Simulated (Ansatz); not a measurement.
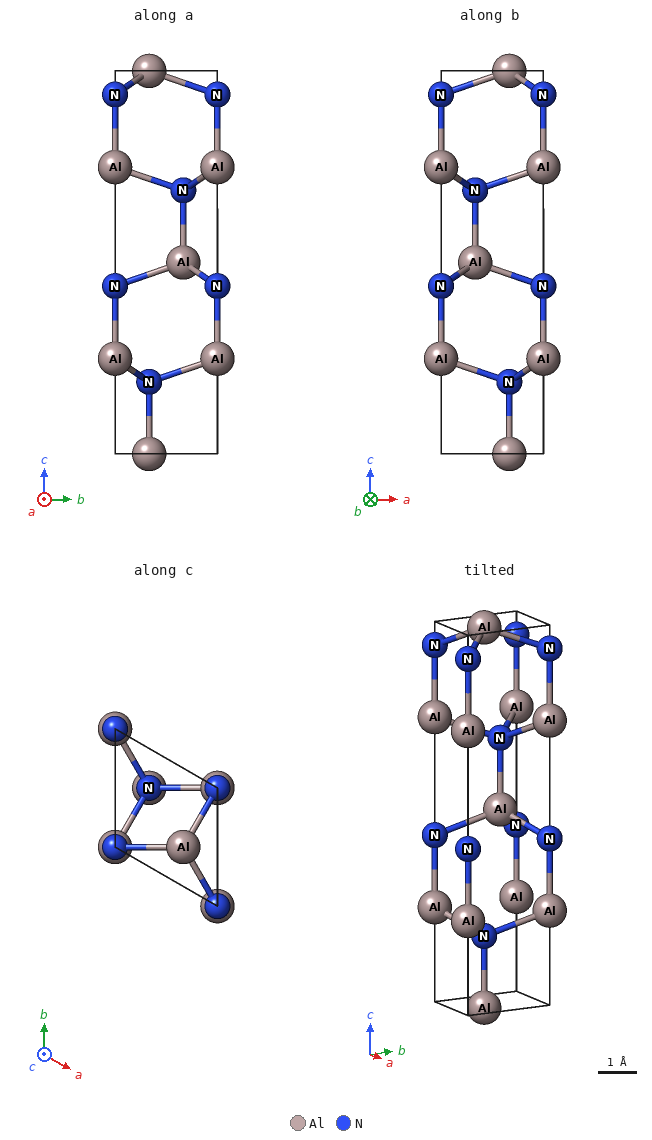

This ball-and-stick model is shown along the a axis, along the b axis, along the c axis and slightly off an axis. Atoms at the boundary of the conventional unit cell (the box) are drawn once for each face, edge or corner they touch.

Lattice parameters: a = 3.121 Å, b = 3.121 Å, c = 10.111 Å, α = 90.00°, β = 90.00°, γ = 120.00°.

Q: Set out the cell and atoms as a table of Wyckoff sites, with free fractional coordinates to two decimals.

A: Space group P6_3mc (No. 186).
| atom | site | x | y | z |
| --- | --- | --- | --- | --- |
| Al | 2b | 0.6667 | 0.3333 | 0.00 |
| N | 2b | 0.6667 | 0.3333 | 0.19 |
| Al | 2a | 0.00 | 0.00 | 0.25 |
| N | 2a | 0.00 | 0.00 | 0.44 |

The structure comes from a structure type filled with these elements by a generator (whether the compound takes this form wasn't checked). The geometry was optimised with DFT PBE, scalar-relativistic, plane waves, PAW (Ansatz).
